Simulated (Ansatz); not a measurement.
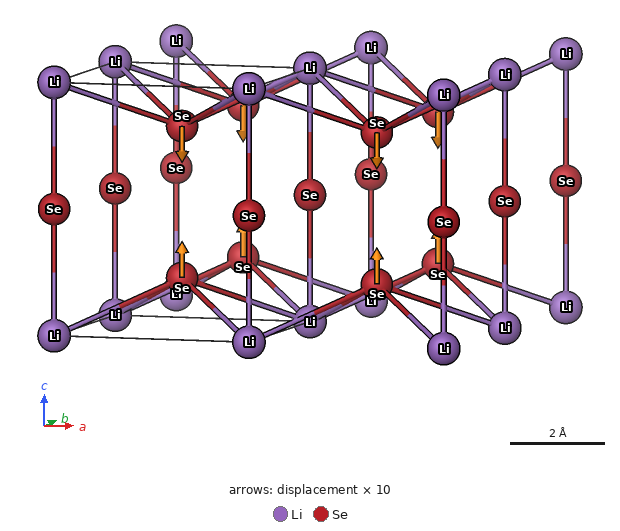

A relaxation of a crystal of LiSe3 (a generated structure, set up in P4/mmm) (coarse preliminary run). The starting structure is drawn; orange arrows show the displacements (the part carried along by the change of the cell is left out), 10 times their true length.

The picture is a ball-and-stick view of the cell of the calculation, repeated 2 × 2 × 1 with one cell outlined, seen slightly off an axis.

Level of theory: DFT PBE, scalar-relativistic, plane waves, PAW (Ansatz).

Input
```yaml
crystal:
  lattice:
    - [4.38927039, 0.0, 0.0]
    - [0.0, 4.38927039, 0.0]
    - [0.0, 0.0, 5.47878754]
  atoms:
    - { symbol: Li, position: [0.0, 0.0, 0.0] }
    - { symbol: Se, position: [0.5, 0.5, 0.20031998] }
    - { symbol: Se, position: [0.5, 0.5, 0.79968002] }
    - { symbol: Se, position: [0.0, 0.0, 0.5] }
basis:
  ecutwfc: 420
kpoints:
  mp_grid: { grid: [4, 4, 4] }
hamiltonian:
  xc: pbe
scf:
  occupations: { method: gaussian, width: 0.1 }
  lower_state_search: "off"
output:
  forces: true
  stress: true
  eigenvalues: true
relax:
  adjacent_minimum: "off"
  f_tol: 0.04
  max_steps: 70
  cell: { stress_tol: 0.4 }
```

Run as
```bash
ansatz run input.yaml --threads 1 --pin off --max-ram 2560MiB --backend cpu --events-out ev --progress --plain --runs-dir out
```

**Atoms of which element are displaced furthest, and by how much?**

Selenium: up to 0.081 Å, against 0.000 Å for lithium.

**Describe the change and its energy.**

After 4 accepted moves (5 points after the start) the energy has fallen by 78.1 meV per atom. The largest force component goes from 1.3 to 0.027 eV/Å. Pressure: −1.94 GPa at the start and 0.06 GPa at the end. The SCF was repeated once at an unchanged geometry on a basis and grid sized afresh for the cell, which shifted the energy by 0.2 meV per atom at most. The largest moves relative to the cell, 0.081 Å, are those of Se2 and Se3. Se2 goes along +c. Li stays in place. The drawn cell changes as follows: a = b 4.389 → 3.962 Å (−9.7 %), c 5.479 → 5.438 Å (−0.7 %); the volume changes by −19.1 %. Near-neighbour distances that change, for instance: Se2–Se4 3.511 → 3.201 Å, Li1–Se2 3.292 → 3.036 Å, Se2–Se3 2.195 → 2.342 Å, Li1–Se4 2.739 → 2.719 Å. The space group stays P4/mmm (No. 123). Cost: 14 s on 1 thread of AMD EPYC 7B13 (Zen 3), with other jobs on the host, peak memory 0.44 GiB.
